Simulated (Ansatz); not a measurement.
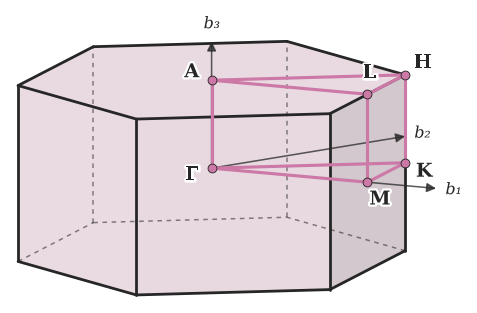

Crystal: CdS, the end point of a relaxation in a fixed cell with Ansatz, DFT r2SCAN, scalar-relativistic, plane waves, PAW. The first Brillouin zone and its special points. The drawing is computed from the coordinates (standard cell, symmetry found to 0.002 Å).

Space group P6_3mc (No. 186); a = 4.164 Å, b = 4.164 Å, c = 6.765 Å, α = 90.00°, β = 90.00°, γ = 120.00°.

Labels and path follow the convention of Hinuma et al. (2017), as computed by seekpath; the arrows show the directions of the reciprocal primitive vectors b₁, b₂, b₃, in which coordinates are given; lengths include the factor 2π.

### List the special points with their coordinates and distances from Γ.

```json
{"point": "Γ", "k₁": "0", "k₂": "0", "k₃": "0", "length of k (1/Å)": "0.000"}
{"point": "A", "k₁": "0", "k₂": "0", "k₃": "1/2", "length of k (1/Å)": "0.464"}
{"point": "K", "k₁": "1/3", "k₂": "1/3", "k₃": "0", "length of k (1/Å)": "1.006"}
{"point": "H", "k₁": "1/3", "k₂": "1/3", "k₃": "1/2", "length of k (1/Å)": "1.108"}
{"point": "M", "k₁": "1/2", "k₂": "0", "k₃": "0", "length of k (1/Å)": "0.871"}
{"point": "L", "k₁": "1/2", "k₂": "0", "k₃": "1/2", "length of k (1/Å)": "0.987"}
```

### What is the zone's volume?

(2π)³ over the primitive cell's volume of 101.60 Å³: 2.44 Å⁻³.
